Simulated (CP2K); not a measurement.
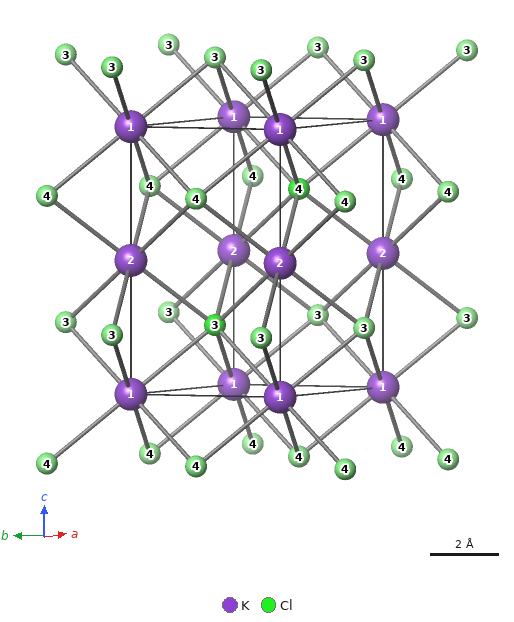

*The input geometry (ball-and-stick view of the cell of the calculation, seen at an oblique angle; neighbours outside the cell are drawn fainter; atoms are numbered from 1 in the order of the input).*

**Run report: KCl, single-point calculation**

- system: KCl (P6₃/mmc, 4 atoms in the cell)
- method: DFT, PBE, Gaussian and plane waves, basis DZVP-MOLOPT-SR-GTH, GTH potentials (CP2K 2026.2)

The structure was built on a prototype by a generator. The geometry comes from this level: r2SCAN (a point of a series of volumes). It belongs to a series of runs on one base structure; here: volume +12%.

What the program printed
```
rlle6t

 CP2K| version string:                                       CP2K version 2026.2
 CP2K|            -lib tblite libvori libbqb
 CP2K| Input file name                                                   run.inp

 GLOBAL| Force Environment number                                              1
 GLOBAL| Cholesky decomposition library                                ScaLAPACK
 GLOBAL| Direct generalized diagonalization requested                          F
 GLOBAL| Matrix multiplication library                                 ScaLAPACK

 GENERATE|  Preliminary Number of Bonds generated:                             0
 GENERATE|  Achieved consistency in connectivity generation.

 *******************************************************************************
 *******************************************************************************
 **                                                                           **
 **     #####                         ##              ##                      **
 **    ##   ##            ##          ##              ##                      **
 **   ##     ##                       ##            ######                    **
 **   ##     ##  ##   ##  ##   #####  ##  ##   ####   ##    #####    #####    **
 **   ##     ##  ##   ##  ##  ##      ## ##   ##      ##   ##   ##  ##   ##   **
 **   ##  ## ##  ##   ##  ##  ##      ####     ###    ##   ######   ######    **
 **    ##  ###   ##   ##  ##  ##      ## ##      ##   ##   ##       ##        **
 **     #######   #####   ##   #####  ##  ##  ####    ##    #####   ##        **
 **           ##                                                    ##        **
 **                                                                           **
 **                                                ... make the atoms dance   **
 **                                                                           **
 **                      J. Chem. Phys. 152, 194103 (2020)                    **
 **                                                                           **
 *******************************************************************************

 TOTAL NUMBERS AND MAXIMUM NUMBERS

  Total number of            - Atomic kinds:                                   2
                             - Atoms:                                          4
                             - Shell sets:                                     4
                             - Shells:                                        22
                             - Primitive Cartesian functions:                 20
                             - Cartesian basis functions:                     58
                             - Spherical basis functions:                     54

  Maximum angular momentum of- Orbital basis functions:                        2
                             - Local part of the GTH pseudopotential:          2
                             - Non-local part of the GTH pseudopotential:      3

 SCF PARAMETERS         Density guess:                                    ATOMIC
                        --------------------------------------------------------
                        max_scf:                                              80
                        max_scf_history:                                       0
                        max_diis:                                              4
                        --------------------------------------------------------
                        eps_scf:                                        1.00E-06
                        eps_scf_history:                                0.00E+00
                        eps_diis:                                       1.00E-01
                        eps_eigval:                                     1.00E-05
                        --------------------------------------------------------
                        level_shift [a.u.]:                             0.000000
                        added MOs                                        10    0
                        --------------------------------------------------------
                        Mixing method:                            BROYDEN_MIXING
                                                charge density mixing in g-space
                        --------------------------------------------------------
                        Smear method:                                FERMI_DIRAC
                        Electronic temperature [K]:                        232.0
                        Electronic temperature [a.u.]:                  7.35E-04
                        Accuracy threshold:                             1.00E-10
                        --------------------------------------------------------
                        No outer SCF

 Extrapolation method: initial_guess

 Number of electrons:                                                         32
 Number of occupied orbitals:                                                 16
 Number of molecular orbitals:                                                26

 Number of orbital functions:                                                 54
 Number of independent orbital functions:                                     54

 SCF WAVEFUNCTION OPTIMIZATION

  ------------------------------------------------------------------------------
     1 NoMix/Diag. 0.30E+00    0.4     0.96157167       -86.6357115274 -8.66E+01
     2 Broy./Diag. 0.30E+00    0.6     0.06113084       -85.7808867781  8.55E-01
     3 Broy./Diag. 0.30E+00    0.6     0.06304188       -86.4444113940 -6.64E-01
     4 Broy./Diag. 0.30E+00    0.6     0.00626089       -86.7374268621 -2.93E-01
     5 Broy./Diag. 0.30E+00    0.7     0.00479803       -86.7062718896  3.12E-02
     6 Broy./Diag. 0.30E+00    0.7     0.00018379       -86.7381300289 -3.19E-02
     7 Broy./Diag. 0.30E+00    0.7     0.00028925       -86.7409689813 -2.84E-03
     8 Broy./Diag. 0.30E+00    0.7     0.00003817       -86.7414003412 -4.31E-04
     9 Broy./Diag. 0.30E+00    0.7     0.00003069       -86.7409760886  4.24E-04
    10 Broy./Diag. 0.30E+00    0.7     0.00000589       -86.7409306466  4.54E-05
    11 Broy./Diag. 0.30E+00    0.7     0.00000291       -86.7409665301 -3.59E-05
    12 Broy./Diag. 0.30E+00    0.7     0.00000048       -86.7409784756 -1.19E-05

  *** SCF run converged in    12 steps ***

  Electronic density on regular grids:        -31.9999999999        0.0000000001
  Core density on regular grids:               31.9999999976       -0.0000000024
  Total charge density on r-space grids:       -0.0000000022
  Total charge density g-space grids:          -0.0000000022

  Overlap energy of the core charge distribution:               0.00000000000000
  Self energy of the core charge distribution:               -181.67592626315252
  Core Hamiltonian energy:                                     42.56316961571179
  Hartree energy:                                              66.98903690982719
  Exchange-correlation energy:                                -14.61725873800959
  Electronic entropic energy:                                  -0.00000000000000
  Fermi energy:                                                 0.11396023813094

  Total energy:                                               -86.74097847562314
  Total energy (extrapolated to T->0):                        -86.74097847562314

 ENERGY| Total FORCE_EVAL ( QS ) energy [hartree]            -86.740979355319809

 FORCES| Atomic forces [hartree/bohr]
 FORCES|   Atom     x               y               z               |f|
 FORCES|      1 -5.83403139E-15 -1.60366098E-09  2.40499592E-09   2.89062863E-09
 FORCES|      2 -1.47078284E-15  1.60367747E-09  2.40502455E-09   2.89066160E-09
 FORCES|      3 -3.11705908E-09 -1.06732129E-08 -2.40365741E-09   1.13759000E-08
 FORCES|      4  3.11705850E-09  1.06732166E-08 -2.40366728E-09   1.13759053E-08
 FORCES| Sum    -7.88331761E-15  2.01334553E-14  2.69577856E-12
 FORCES| Total atomic force                                       2.69586527E-12

 STRESS| Analytical stress tensor [bar]
 STRESS|                        x                   y                   z
 STRESS|      x       -7.97272025765E+03   2.08123572865E-02  -2.37681150819E-09
 STRESS|      y        2.08123572865E-02  -7.97269122429E+03  -5.66116239945E-09
 STRESS|      z       -2.37681150819E-09  -5.66116239945E-09  -9.89012523173E+03
 STRESS| 1/3 Trace                                            -8.61184557122E+03
 STRESS| Determinant                                          -6.28656284497E+11

 STRESS| Eigenvectors and eigenvalues of the analytical stress tensor [bar]
 STRESS|                        1                   2                   3
 STRESS| Eigenvalues  -9.89012523173E+03  -7.97273111592E+03  -7.97268036602E+03
 STRESS|      x           0.000000000001      0.886590919171      0.462554366582
 STRESS|      y           0.000000000003     -0.462554366582      0.886590919171
 STRESS|      z           1.000000000000      0.000000000000     -0.000000000003
```

The run was set up as follows.

Input file
```
&GLOBAL
 PROJECT run
 RUN_TYPE ENERGY_FORCE
 PRINT_LEVEL LOW
&END GLOBAL
&FORCE_EVAL
 METHOD QS
 STRESS_TENSOR ANALYTICAL
 &DFT
  BASIS_SET_FILE_NAME BASIS_MOLOPT
  POTENTIAL_FILE_NAME GTH_POTENTIALS
  &QS
   EXTRAPOLATION USE_GUESS
  &END QS
  &MGRID
   CUTOFF 500
   REL_CUTOFF 50
  &END MGRID
  &XC
   &XC_FUNCTIONAL PBE
   &END XC_FUNCTIONAL
  &END XC
  &KPOINTS
   SCHEME MONKHORST-PACK 5 5 3
   SYMMETRY F
   FULL_GRID F
  &END KPOINTS
  &SCF
   ADDED_MOS 10
   EPS_SCF 1e-6
   MAX_SCF 80
   &DIAGONALIZATION
   &END DIAGONALIZATION
   &MIXING
    METHOD BROYDEN_MIXING
    ALPHA 0.3
   &END MIXING
   &SMEAR
    METHOD FERMI_DIRAC
    ELECTRONIC_TEMPERATURE [K] 232
   &END SMEAR
   &PRINT
    &ITERATION_INFO
    &END ITERATION_INFO
   &END PRINT
  &END SCF
 &END DFT
 &SUBSYS
  &CELL
   A 4.50716567 0.00000000 0.00000000
   B -2.25358283 3.90331997 0.00000000
   C 0.00000000 0.00000000 7.92994802
  &END CELL
  &COORD
   SCALED
   K 0.00000000 -0.00000000 -0.00000000
   K 0.00000000 -0.00000000 0.50000000
   Cl 0.33333333 0.66666667 0.25000000
   Cl 0.66666667 0.33333333 0.75000000
  &END COORD
  &KIND K
   BASIS_SET DZVP-MOLOPT-SR-GTH
   POTENTIAL GTH-PBE
  &END KIND
  &KIND Cl
   BASIS_SET DZVP-MOLOPT-SR-GTH
   POTENTIAL GTH-PBE
  &END KIND
 &END SUBSYS
 &PRINT
  &STRESS_TENSOR
  &END STRESS_TENSOR
  &FORCES
  &END FORCES
 &END PRINT
&END FORCE_EVAL
```

Run as:
```bash
cp2k.psmp -i run.inp
```

Key numbers

| quantity | value |
| --- | --- |
| outcome | converged |
| space group (tolerance 0.01 Å) | P6₃/mmc (194) |
| free energy | −2360.3423 eV |
| pressure | −0.86 GPa |
| largest force (length of the vector) | under 0.001 eV/Å |
| hardware | 2 threads of Arm Neoverse V2, 24 GiB of memory available, shared host |
| wall time | 9.6 s (CPU time 17 s) |
| peak memory | 0.41 GiB |
